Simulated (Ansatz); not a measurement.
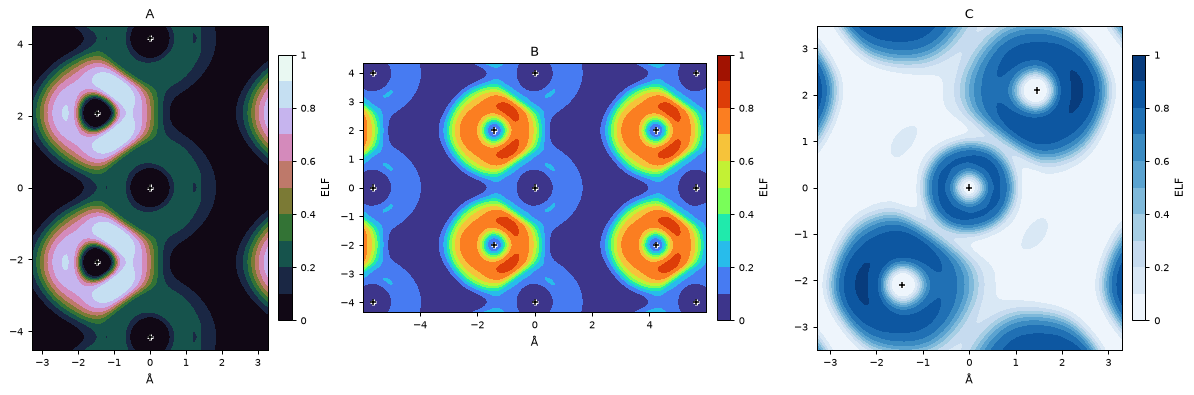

The ELF of 3 systems, each on a plane through atoms (crosses mark nuclei in the plane).

All numbers below come from DFT PBEsol, scalar-relativistic, plane waves, PAW (Ansatz 0.2.0).

System 1: InP, the (101) plane of the conventional cell. Space group F-43m.

System 2: ZnSe, the (110) plane of the conventional cell. Space group F-43m.

```yaml
crystal:
  lattice:
    - [5.63320, 0.00000, 0.00000]
    - [0.00000, 0.00000, -5.63320]
    - [0.00000, 5.63320, 0.00000]
  atoms:
    - { symbol: Zn, position: [0.50000, 0.50000, 0.00000] }
    - { symbol: Zn, position: [0.00000, 0.50000, 0.50000] }
    - { symbol: Zn, position: [0.00000, 0.00000, 0.00000] }
    - { symbol: Zn, position: [0.50000, 0.00000, 0.50000] }
    - { symbol: Se, position: [0.75000, 0.75000, 0.25000] }
    - { symbol: Se, position: [0.25000, 0.75000, 0.75000] }
    - { symbol: Se, position: [0.25000, 0.25000, 0.25000] }
    - { symbol: Se, position: [0.75000, 0.25000, 0.75000] }
```

System 3: ZrS2, the (110) plane of the conventional cell. Space group P-3m1.

```
Zr S
1.0
     3.62739    0.00000    0.00000
    -1.81369    3.14141    0.00000
     0.00000    0.00000    5.88079
Zr S
1 2
Cartesian
  0.0000 0.0000 0.0000
  0.0000 2.0943 1.4531
  1.8137 1.0471 4.4277
```

Which map belongs to which system?

Panel A is system 1, InP: the plane holds In and P. In–P (2.55 Å): the ELF peaks at about 0.90 in the valence shell of P, 0.9 Å from its nucleus, and is about 0.55 at the midpoint. Panel B is system 2, ZnSe: the plane holds Zn and Se. Zn–Se (2.44 Å): the ELF is about 0.60 at the midpoint. Panel C is system 3, ZrS2: the plane holds Zr and S. Zr–S (2.55 Å): the ELF peaks at about 0.85 in the valence shell of S, 0.8 Å from its nucleus, and is about 0.40 at the midpoint.
